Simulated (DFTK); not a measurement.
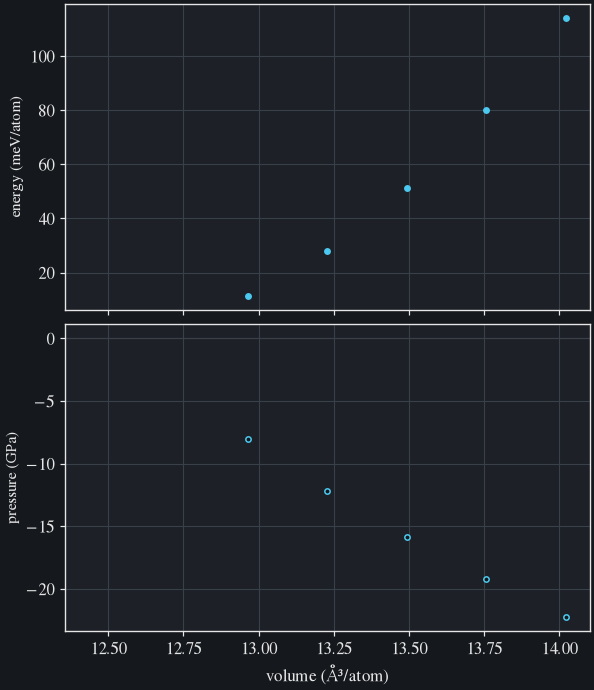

The figure shows the energy and pressure against volume for ZrC, space group Fm-3m (No. 225).

Cell as given: a = 3.345 Å, b = 3.345 Å, c = 3.345 Å, α = 60.00°, β = 60.00°, γ = 60.00°; 2 atoms.

Calculation (DFTK 0.8.2): plane-wave DFT, no spin polarisation; energies at scaled volumes of the given cell, shape and fractions fixed, counted from the fit's minimum, third-order Birch-Murnaghan fit. Level: LDA.

k mesh 6×6×6; occupations Fermi–Dirac; smearing width 0.05 eV; potentials dojo.nc.sr.lda.v0_4_1.standard; wave cutoff 1116 eV.

The points at volume 12.43 Å³/atom and 12.70 Å³/atom are left out of the plot. What values does the calculation give there?

| volume (Å³/atom) | energy (meV/atom) | pressure (GPa) |
| --- | --- | --- |
| 12.43 | 0 | 1.69 |
| 12.70 | 2 | −3.43 |
